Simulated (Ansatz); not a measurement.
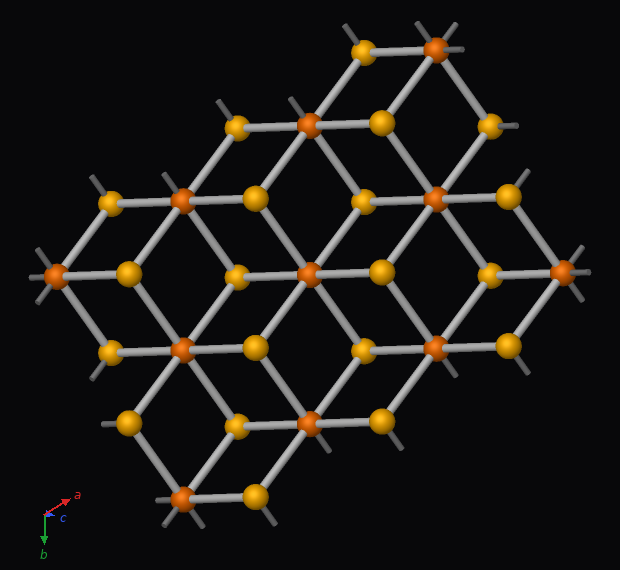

The picture shows a finite piece of the underlying net of a crystal structure, nodes on the atoms' positions. Nodes are coloured by topological kind. One layer is drawn. Edges to nodes outside the piece are drawn as stubs.

Question: Describe the net.

Answer: A binodal (3,6)-connected, two-periodic (layers) net. It is the kgd net, known from the layers of CdI2 (1T type).

Question: Give point symbol and coordination sequence of each kind of node.

Answer: 3-connected node: 4^3, sequence 3, 12, 9, 24, 15, 36; 6-connected node: 4^6.6^6.8^3, sequence 6, 6, 18, 12, 30, 18.

Where the net comes from. System HfS₂ (space group P-3m1, No. 164); source of the atomic positions: the geometry relaxed with DFT PBE, scalar-relativistic, plane waves, PAW in Ansatz. Bonds are taken as Hf–S below 2.9 Å; no other contact counts. Atoms with one bond or none are removed and atoms with two bonds are replaced by edges, until no such atom is left. S is a 3-connected node; Hf is a 6-connected node, in the ratio 2:1.
